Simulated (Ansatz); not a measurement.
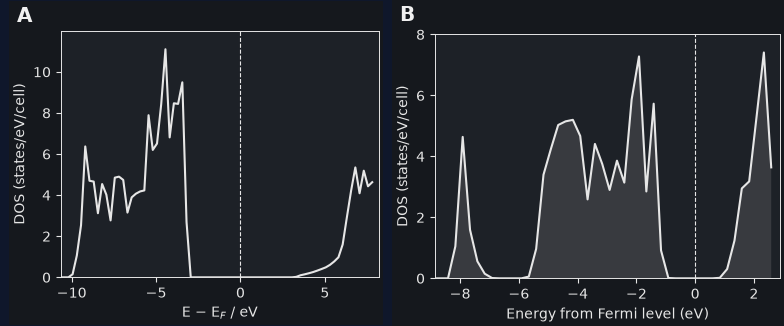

Two computed total densities of states (energies from the Fermi level, put mid-gap where there is a gap).

Q: Match each plot to its system.
1. TiPbO₃, space group P4mm (No. 99), 5 atoms in the cell; PBE, Ansatz
2. Al₂O₃, space group R-3c (No. 167), 10 atoms in the cell; PBE, Ansatz

A: A is 2 (Al₂O₃: gap 6.2 eV, 10 atoms in the cell); B is 1 (TiPbO₃: gap 1.8 eV, 5 atoms in the cell).
